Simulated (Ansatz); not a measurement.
# SiC (F-43m): bands and screening cutoff converge together, part 2 of 2

Aim: vary empty bands and screening cutoff apart and together in G0W0 on SiC (F-43m).

Ansatz 0.2.0; G0W0 on PBE, plane waves, PAW; PAW set soft_1. Known limits of the many-body steps: not at the basis limit.

So far. Step 7 (86 empty bands, screening to 150 eV): The G0W0 gap on the mesh is 2.176 eV.

### Step 8. 153 empty bands, screening to 220 eV

input.yaml

```yaml
crystal:
  lattice:
    - [0.0, 2.179, 2.179]
    - [2.179, 0.0, 2.179]
    - [2.179, 2.179, 0.0]
  atoms:
    - { symbol: Si, position: [0.0, 0.0, 0.0] }
    - { symbol: C, position: [0.25, 0.25, 0.25] }
kpoints:
  mp_grid: { grid: [6, 6, 6] }
hamiltonian:
  xc: pbe
  pseudopotentials: { kind: paw, azcp: { folder: soft_1 } }
scf:
  occupations: { method: fixed }
gw:
  n_empty_bands: 153
  ecut_chi: 220
  qp_bands: [v2, c2]
  qp_kpoints: band_edges
  screening: { model: contour_deformation }
```

Run with:

```sh
$ ansatz run input.yaml --threads 3 --pin off --max-ram 92160MiB --backend cuda --events-out ev --progress --plain --runs-dir out --devices 1 --max-vram 13GiB
```

Numbers of over 12 decimals in the logs are rounded to 6 here.

What it wrote:

```text
GPUs: using 1 of 1 available (devices: 1).
[...]
GPU FFT provider: cuFFT
GPU libraries: cuBLAS 13.8.2, cuFFT 12.4.0, cuSOLVER 12.3.4
Crystal: 2 atoms, lattice volume = 20.692 Å³
Basis set: ecut = 420 eV, 411 PW (Γ)
Bands: 8, of which v1, the nominal top of the filled ones, is band 4 counted from 1 (3 counted from 0)
Symmetry: 24 space group operations
[...]
k-points: 16 of 216 (time reversal used)
[...]
1     6     17.3056    -7.9376    -5.4768   -13.9387  0.7910    17.8326    17.8300  root
[...]
12     3      6.2963   -18.5762     2.8490   -14.7839  0.7691     5.3418     5.3529  root
    12     4      6.2963   -18.5762     2.8490   -14.7839  0.7691     5.3418     5.3529  root
    12     5     10.8430    -7.1456    -4.0678   -11.3561  0.8174    10.9859    10.9858  root
    12     6     13.8105    -7.4546    -4.5605   -12.3389  0.8197    14.1349    14.1343  root
[key lines of the parts left out:]
SCF converged after 7 iterations
Free energy (F): -887.149127 eV
Fermi energy:    9.489145 eV
```

The job ended after 8.4 s (1 × NVIDIA H100 80GB HBM3 (shared by 6 runs) with 3 threads of AMD EPYC 7R13 (Zen 3), shared host; peak memory 1.1 GiB; 9.6 s of CPU time).

The G0W0 gap on the mesh is 2.263 eV.

### Step 9. 46 empty bands, screening to 300 eV

Changes to input.yaml since step 8:

```diff
@@ -16,4 +16,4 @@
 gw:
-  n_empty_bands: 153
-  ecut_chi: 220
+  n_empty_bands: 46
+  ecut_chi: 300
   qp_bands: [v2, c2]
```

What it wrote:

```text
GPUs: using 1 of 1 available (devices: 1).
[...]
GPU FFT provider: cuFFT
GPU libraries: cuBLAS 13.8.2, cuFFT 12.4.0, cuSOLVER 12.3.4
Crystal: 2 atoms, lattice volume = 20.692 Å³
Basis set: ecut = 420 eV, 411 PW (Γ)
Bands: 8, of which v1, the nominal top of the filled ones, is band 4 counted from 1 (3 counted from 0)
Symmetry: 24 space group operations
[...]
k-points: 16 of 216 (time reversal used)
[...]
1     6     17.3056    -7.9376    -5.2556   -13.9387  0.7920    18.0568    18.0512  root
[...]
12     3      6.2963   -18.5762     3.0978   -14.7839  0.7697     5.5957     5.6017  root
    12     4      6.2963   -18.5762     3.0978   -14.7839  0.7697     5.5957     5.6017  root
    12     5     10.8430    -7.1456    -3.8870   -11.3561  0.8180    11.1671    11.1666  root
    12     6     13.8105    -7.4546    -4.3605   -12.3389  0.8204    14.3360    14.3342  root
[key lines of the parts left out:]
SCF converged after 7 iterations
Free energy (F): -887.149127 eV
Fermi energy:    9.489145 eV
```

Run time: 9.4 s. Hardware: 1 × NVIDIA H100 80GB HBM3 (shared by 6 runs) with 3 threads; peak memory 1.1 GiB.

The G0W0 gap on the mesh is 2.126 eV.

### Step 10. 244 empty bands, screening to 300 eV

Changes to input.yaml since step 9:

```diff
@@ -16,3 +16,3 @@
 gw:
-  n_empty_bands: 46
+  n_empty_bands: 244
   ecut_chi: 300
```

What it wrote:

```text
GPUs: using 1 of 1 available (devices: 1).
[...]
GPU FFT provider: cuFFT
GPU libraries: cuBLAS 13.8.2, cuFFT 12.4.0, cuSOLVER 12.3.4
Crystal: 2 atoms, lattice volume = 20.692 Å³
Basis set: ecut = 420 eV, 411 PW (Γ)
Bands: 8, of which v1, the nominal top of the filled ones, is band 4 counted from 1 (3 counted from 0)
Symmetry: 24 space group operations
[...]
k-points: 16 of 216 (time reversal used)
[...]
1     6     17.3056    -7.9376    -5.5183   -13.9387  0.7908    17.7908    17.7885  root
[...]
12     3      6.2963   -18.5762     2.7956   -14.7839  0.7688     5.2869     5.2995  root
    12     4      6.2963   -18.5762     2.7956   -14.7839  0.7688     5.2869     5.2995  root
    12     5     10.8430    -7.1456    -4.0990   -11.3561  0.8174    10.9546    10.9546  root
    12     6     13.8105    -7.4546    -4.5968   -12.3389  0.8196    14.0985    14.0979  root
[key lines of the parts left out:]
SCF converged after 7 iterations
Free energy (F): -887.149127 eV
Fermi energy:    9.489145 eV
```

Elapsed: 8.1 s, on 1 × NVIDIA H100 80GB HBM3 (shared by 6 runs) with 3 threads; peak memory 1.2 GiB; 9.4 s of CPU time.

The G0W0 gap on the mesh is 2.303 eV.

### Step 11. The grid

Start PBE, 6×6×6 mesh. Times are wall times on 1 × NVIDIA H100 80GB HBM3 (shared by 6 runs) with 3 threads of AMD EPYC 7R13 (Zen 3), shared host, good to a factor of about two.

```tsv
cutoff (eV)	plane waves at q = 0	bands summed	gap (eV)	Σc valence (eV)	Σc conduction (eV)	time
50	15	20	1.783	2.84	-3.55	10 s
50	15	90	1.766	2.52	-3.90	11 s
100	59	50	2.038	2.26	-3.88	13 s
100	59	248	2.083	2.09	-4.01	15 s
150	65	20	1.989	2.68	-3.51	8.1 s
150	65	90	2.176	2.01	-4.00	6.2 s
220	169	157	2.263	1.85	-4.07	8.4 s
300	259	50	2.126	2.17	-3.89	9.4 s
300	259	248	2.303	1.78	-4.10	8.1 s
```

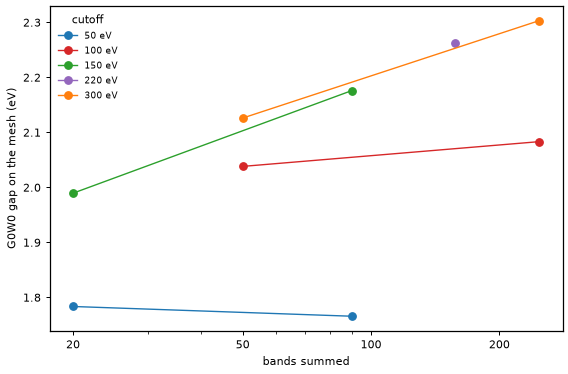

The gap against bands, one line for each screening cutoff.

### Step 12. Results

| Property | Result |
| --- | --- |
| 20 bands, 50 eV | 1.783 eV |
| 90 bands, 50 eV | 1.766 eV |
| 50 bands, 100 eV | 2.038 eV |
| 248 bands, 100 eV | 2.083 eV |
| 20 bands, 150 eV | 1.989 eV |
| 90 bands, 150 eV | 2.176 eV |
| 157 bands, 220 eV | 2.263 eV |
| 50 bands, 300 eV | 2.126 eV |
| 248 bands, 300 eV | 2.303 eV |
| estimated limit along the diagonal | 2.37 eV |
| mesh and start | 6×6×6, PBE |

In words: At 50 eV, going from 20 to 90 bands moves the gap by −0.02 eV. At 100 eV, going from 50 to 248 bands moves the gap by +0.05 eV. At 150 eV, going from 20 to 90 bands moves the gap by +0.19 eV. At 300 eV, going from 50 to 248 bands moves the gap by +0.18 eV. At 20 bands, raising the cutoff from 50 to 150 eV moves it by +0.21 eV. At 90 bands, raising the cutoff from 50 to 150 eV moves it by +0.41 eV. At 50 bands, raising the cutoff from 100 to 300 eV moves it by +0.09 eV. At 248 bands, raising the cutoff from 100 to 300 eV moves it by +0.22 eV. Along the diagonal, where both rise together, the two highest rungs point to 2.37 eV. Gaps are over the mesh's points; an edge off the mesh would be missed. A low cutoff hides what high bands add, so a band series at one cutoff can look settled before the gap is.

[Paths, hosts, dates, memory and timing lines, banners, echoed tables and standing remarks are left out of the program output.]

[Logs are printed without paths, hosts, clocks, repeated set-up lines and the standing remarks that a program may print on its own settings, such as how far it seeks lower states.]

[Runs of the session that timed out or met a known fault of the program may be left out.]

[Cells called generated may have been cut or substituted from an entry of the Crystallography Open Database or the Materials Project.]

[Hosts, paths, dates, database ids (printed as entryN), source tags and the programs' standing remarks are cut or masked in the printed files.]
